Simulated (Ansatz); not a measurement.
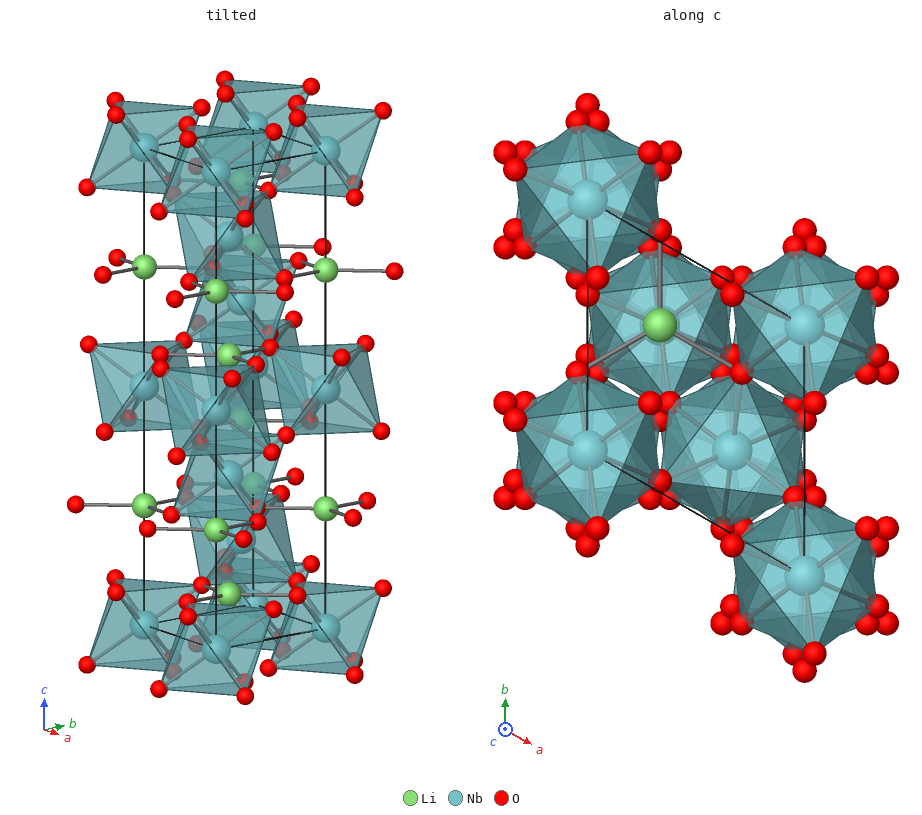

The image is a polyhedral drawing of a crystal, viewed slightly off an axis and along the c axis. The wireframe shows the conventional unit cell. Some neighbours outside the box are added.

LiNbO3, space group R-3c (No. 167), a = 5.184 Å, b = 5.184 Å, c = 13.689 Å, α = 90.00°, β = 90.00°, γ = 120.00°. The cell started as a structure listed in the Materials Project. Earlier steps of the study, as a rule a relaxation of our own, may have changed the cell and positions, so they can lie some per cent off the listed ones. It was run through Ansatz as a DFT input.

This one geometry was computed with Ansatz (DFT, plane waves, PAW) at five levels of theory: PBE, r2SCAN, PBE0, HSE06 and PBE with spin-orbit coupling. It was relaxed beforehand with r2SCAN.

Q: Which level gives the highest pressure at this volume, and what does that say about its equilibrium volume?

A: Highest: PBE (4.2 GPa) and PBE with spin-orbit coupling (4.1 GPa), which points to the largest equilibrium volume. Lowest, with the smallest volume: PBE0 (-3.1 GPa) and HSE06 (-3.1 GPa). Levels within 0.5 GPa of each other can't be told apart.

Q: How does the band gap change with the level of theory?

A: PBE with spin-orbit coupling: a gap of 2.58 eV, indirect; PBE: a gap of 2.58 eV, indirect; r2SCAN: a gap of 2.97 eV, indirect; HSE06: a gap of 3.94 eV, indirect; PBE0: a gap of 4.68 eV, indirect.

Q: Collect the results in a table.

A:
| level | cutoff (eV) | k-mesh of the run's cell | gap (eV) | pressure (GPa) |
| --- | --- | --- | --- | --- |
| PBE | 420 | 6×6×6 | 2.58 | 4.2 |
| r2SCAN | 500 | 6×6×6 | 2.97 | 0.0 |
| PBE0 | 420 | 4×4×4 | 4.68 | -3.1 |
| HSE06 | 420 | 4×4×4 | 3.94 | -3.1 |
| PBE with spin-orbit coupling | 420 | 6×6×6 | 2.58 | 4.1 |

Gaps are taken on the k-mesh or band path of each run.
